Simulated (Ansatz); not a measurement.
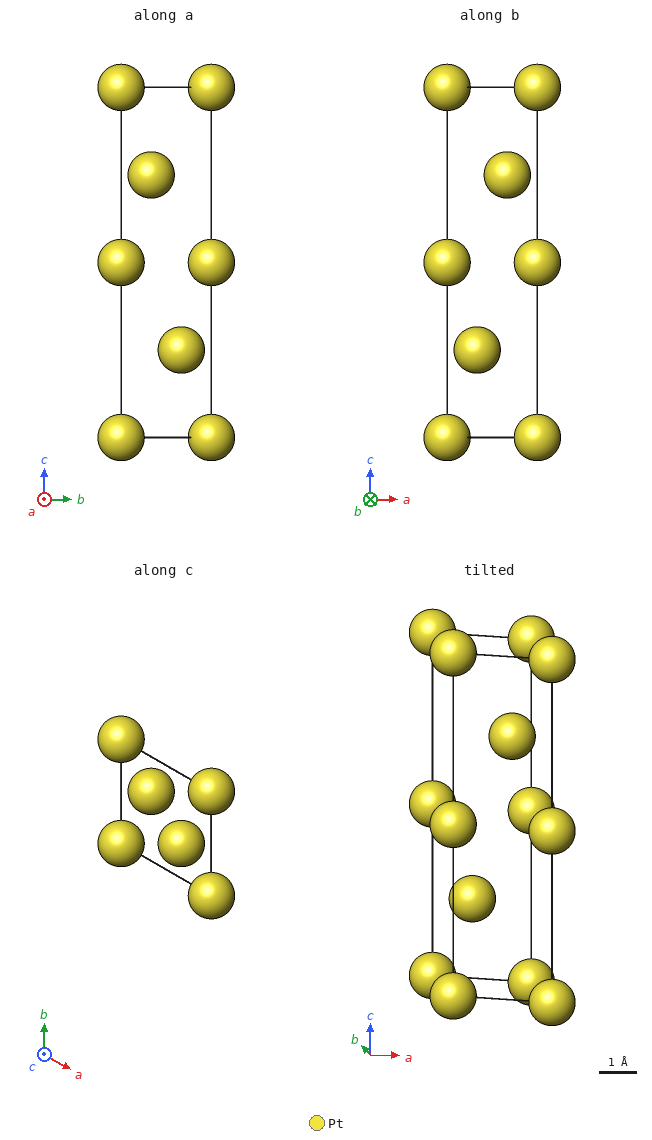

A spheres-only rendering, viewed along the a axis, along the b axis, along the c axis and slightly off an axis. One conventional unit cell is framed, with atoms on its boundary repeated.

Lattice parameters: a = 2.837 Å, b = 2.837 Å, c = 9.522 Å, α = 90.00°, β = 90.00°, γ = 120.00°.

Question: Give the structure in the form of a table of Wyckoff sites.

Answer: Space group P6_3/mmc (No. 194).
```
atom  site       x       y       z
  Pt    2a  0.0000  0.0000  0.0000
  Pt    2c  0.3333  0.6667  0.2500
```

The cell started as a structure type filled with this element by a generator (whether the element takes this form wasn't checked). Earlier steps of the study may have refined or changed the cell and positions. A calculation with Ansatz used it as input.

At this level of theory the cell isn't at rest (stretched, at -17 GPa), so its distances can differ from those at equilibrium, the more so the softer the solid.
